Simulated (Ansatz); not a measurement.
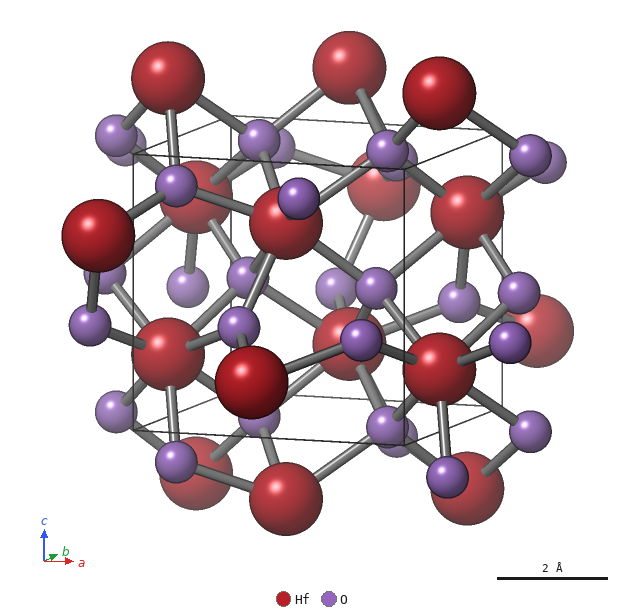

A ball-and-stick picture of a crystal structure, seen slightly off an axis. Thin lines show the conventional unit cell, with boundary atoms drawn in all their periodic places. Bonded neighbours in the next cells are drawn too.

HfO2, space group Pca2_1 (No. 29), a = 5.294 Å, b = 5.069 Å, c = 5.101 Å, α = 90.00°, β = 90.00°, γ = 90.00°. The cell started as a structure listed in the Materials Project. Earlier steps of the study, as a rule a relaxation of our own, may have changed the cell and positions, so they can lie some per cent off the listed ones. It was run through Ansatz as a DFT input.

This one geometry was computed with Ansatz (DFT, plane waves, PAW) at four levels of theory: PBE with spin-orbit coupling, PBE, PBEsol and r2SCAN.

Q: Which level gives the highest pressure at this volume, and what does that say about its equilibrium volume?

A: Highest: PBE with spin-orbit coupling (-0.2 GPa) and PBE (0.0 GPa), which points to the largest equilibrium volume. Lowest, with the smallest volume: PBEsol (-7.5 GPa). Levels within 0.5 GPa of each other can't be told apart.

Q: How does the band gap change with the level of theory?

A: PBEsol: a gap of 4.27 eV, indirect; PBE with spin-orbit coupling: a gap of 4.32 eV, indirect; PBE: a gap of 4.37 eV, indirect; r2SCAN: a gap of 4.88 eV, indirect.

Q: Collect the results in a table.

A:
| level | cutoff (eV) | k-mesh of the run's cell | gap (eV) | pressure (GPa) |
| --- | --- | --- | --- | --- |
| PBE with spin-orbit coupling | 420 | 4×6×6 | 4.32 | -0.2 |
| PBE | 420 | 4×6×6 | 4.37 | 0.0 |
| PBEsol | 420 | 4×6×6 | 4.27 | -7.5 |
| r2SCAN | 500 | 4×6×6 | 4.88 | -5.7 |

Gaps are taken on the k-mesh or band path of each run.
